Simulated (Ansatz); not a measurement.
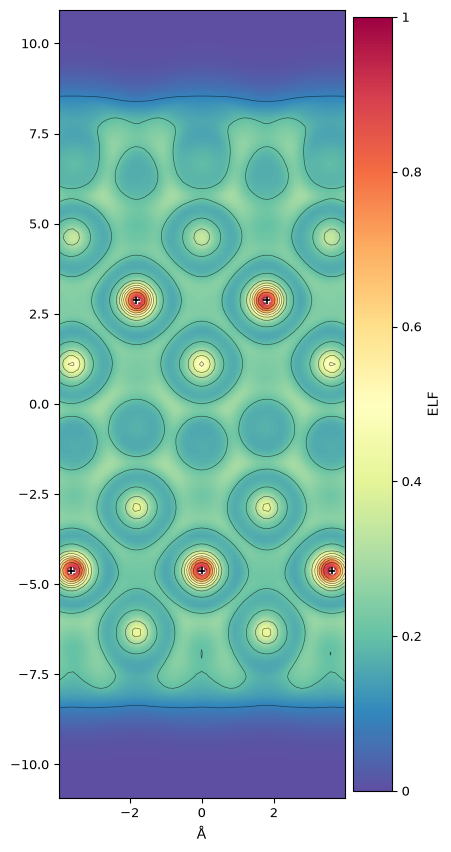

The ELF on a plane through atoms (crosses mark nuclei in the plane).

These are results of DFT PBE, scalar-relativistic, plane waves, PAW in Ansatz 0.2.0, not measurements.

Candidates:
A. AlN, a = 3.13 Å, b = 3.13 Å, c = 5.02 Å, α = 90.00°, β = 90.00°, γ = 120.00°. Space group P6₃mc; a generated structure, not necessarily the stable one.
B. Cu (slab), a = 7.67 Å, b = 3.62 Å, c = 27.59 Å, α = 90.00°, β = 90.00°, γ = 76.37°. Computed without spin polarisation.
C. SiC, a = 3.09 Å, b = 3.09 Å, c = 5.07 Å, α = 90.00°, β = 90.00°, γ = 120.00°. Space group P6₃mc; a generated structure, not necessarily the stable one.

Q: Which candidate gave the map?

A: Candidate B: Cu on the (100) plane of the calculation cell, a cut from vacuum to vacuum, which holds Cu.
